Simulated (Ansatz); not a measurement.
System: HfO₂.

```cif
data_structure
_symmetry_space_group_name_H-M 'P 1'
_symmetry_Int_Tables_number 1
_cell_length_a 5.0668
_cell_length_b 10.0109
_cell_length_c 5.2280
_cell_angle_alpha 90.000
_cell_angle_beta 90.000
_cell_angle_gamma 90.000
_cell_volume 265.18
loop_
_atom_site_label
_atom_site_type_symbol
_atom_site_fract_x
_atom_site_fract_y
_atom_site_fract_z
_atom_site_occupancy
Hf1 Hf 0.74532 0.88452 0.96489 1
Hf2 Hf 0.24532 0.61548 0.03511 1
Hf3 Hf 0.25468 0.38452 0.53511 1
Hf4 Hf 0.75468 0.11548 0.46489 1
Hf5 Hf 0.25468 0.11548 0.03511 1
Hf6 Hf 0.75468 0.38452 0.96489 1
Hf7 Hf 0.74532 0.61548 0.46489 1
Hf8 Hf 0.24532 0.88452 0.53511 1
O1 O 0.87290 0.78974 0.62582 1
O2 O 0.37290 0.71026 0.37418 1
O3 O 0.12710 0.28974 0.87418 1
O4 O 0.62710 0.21026 0.12582 1
O5 O 0.12710 0.21026 0.37418 1
O6 O 0.62710 0.28974 0.62582 1
O7 O 0.87290 0.71026 0.12582 1
O8 O 0.37290 0.78974 0.87418 1
O9 O 0.50238 0.97717 0.26153 1
O10 O 0.00238 0.52283 0.73847 1
O11 O 0.49762 0.47717 0.23847 1
O12 O 0.99762 0.02283 0.76153 1
O13 O 0.49762 0.02283 0.73847 1
O14 O 0.99762 0.47717 0.26153 1
O15 O 0.50238 0.52283 0.76153 1
O16 O 0.00238 0.97717 0.23847 1
```

Space group Pbca.

All numbers below come from Ansatz 0.2.0, DFT r2SCAN, scalar-relativistic, plane waves, PAW.

**Predict the valence pseudo-density and electron localisation function between the atoms.**

Hf–O (2.04 Å): ρ is about 0.86 e/Å³ halfway; the ELF peaks at about 0.85 in the valence shell of O, 0.6 Å from its nucleus, and drops to about 0.20 between the two atoms (no shared electron pair shows on this line).
Hf–O (2.15 Å): ρ at the midpoint is about 0.64 e/Å³; the ELF peaks at about 0.85 in the valence shell of O, 0.6 Å from its nucleus, and drops to about 0.15 between the two atoms: no shared electron pair shows on this line.
Hf–O (2.21 Å): ρ at the midpoint is about 0.54 e/Å³; the ELF peaks at about 0.85 in the valence shell of O, 0.6 Å from its nucleus, and drops to about 0.15 between the two atoms; no shared electron pair shows on this line.

**Metal or insulator at this level of theory?**

It is gapped, with a Kohn–Sham gap of 4.9 eV on the k-point mesh (the band edges may lie off the mesh, which would make the gap smaller).

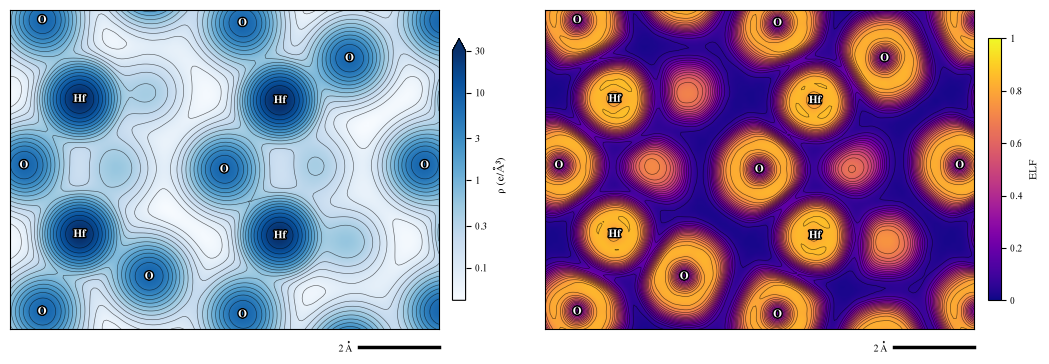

Computed valence pseudo-density and electron localisation function on the (101) plane of the conventional cell, in this order. Atoms just off the plane (O, 0.9 Å away) can leave unmarked features too.

The density is the valence pseudo-density of a PAW calculation; it isn't the true density close to the nuclei.
